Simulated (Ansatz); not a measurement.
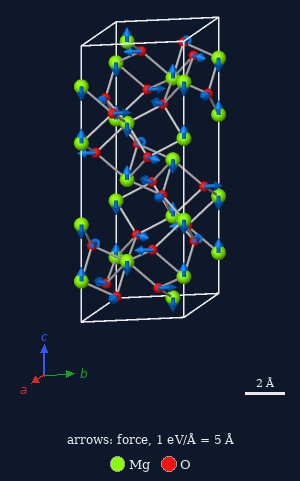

Starting geometry of crystalline Mg₂O₃ (built on the corundum_167 type) (coarse preliminary run) with the computed forces as blue arrows. A ball-and-stick model of the conventional cell (3 times the calculation's cell), seen slightly off an axis. Lengths and directions refer to the drawn axes.

Case: corundum type (R-3c, No. 167).

The calculation used DFT PBE, scalar-relativistic, plane waves, PAW (Ansatz).

The input:
```yaml
crystal:
  lattice:
    - [2.6850685501, 1.5502250502, 4.8872279795]
    - [-2.6850685501, 1.5502250502, 4.8872279795]
    - [0.0, -3.1004501004, 4.8872279795]
  atoms:
    - { symbol: Mg, position: [0.85218, 0.85218, 0.85218] }
    - { symbol: Mg, position: [0.64782, 0.64782, 0.64782] }
    - { symbol: Mg, position: [0.14782, 0.14782, 0.14782] }
    - { symbol: Mg, position: [0.35218, 0.35218, 0.35218] }
    - { symbol: O, position: [0.05625, 0.44375, 0.75], spin: 0.67 }
    - { symbol: O, position: [0.75, 0.05625, 0.44375], spin: 0.67 }
    - { symbol: O, position: [0.44375, 0.75, 0.05625], spin: 0.67 }
    - { symbol: O, position: [0.94375, 0.55625, 0.25], spin: 0.67 }
    - { symbol: O, position: [0.25, 0.94375, 0.55625], spin: 0.67 }
    - { symbol: O, position: [0.55625, 0.25, 0.94375], spin: 0.67 }
basis:
  ecutwfc: 420
kpoints:
  mp_grid: { grid: [6, 6, 6] }
hamiltonian:
  xc: pbe
scf:
  occupations: { method: gaussian, width: 0.1 }
  lower_state_search: "off"
output:
  forces: true
  stress: true
  eigenvalues: true
  populations: true
magnetization:
  spin_polarized: true
relax:
  adjacent_minimum: "off"
  f_tol: 0.04
  max_steps: 70
  cell: { stress_tol: 0.4 }
```

Run as
```bash
ansatz run input.yaml --threads 1 --pin off --max-ram 2560MiB --backend cpu --events-out ev --progress --plain --runs-dir out
```

What follows when this structure is relaxed?

It isn't relaxed: the largest force vector, on O atoms, is 0.20 eV/Å. The atoms end up moving mostly along the starting forces (cosine between the two patterns 0.93). The largest moves relative to the cell, 0.034 Å, are those of O5, O6, O7, O8, O9 and O10. O10 goes along [1 1 0]. Largest moves by element: O 0.034 Å, Mg 0.008 Å. The drawn cell changes as follows: a = b 5.370 → 5.287 Å (−1.6 %), c 14.662 → 13.897 Å (−5.2 %); the volume changes by −8.1 %. Among the contacts that change: Mg1–O10 2.093 → 2.032 Å, Mg1–O5 2.225 → 2.174 Å. Bond angles that change, for instance: Mg3–O10–Mg4 84.7° → 81.0°, O8–Mg3–O9 79.6° → 82.4°. The space group stays R-3c (No. 167). After 4 accepted moves (6 points after the start) the energy has fallen by 28.5 meV per atom. The largest force component goes from 0.2 to 0.0091 eV/Å. The pressure goes from −7.43 to −0.05 GPa. At 2 points the geometry stayed and the basis and grid were re-selected for the new cell (energy shift of 2.2 meV per atom at most each time).
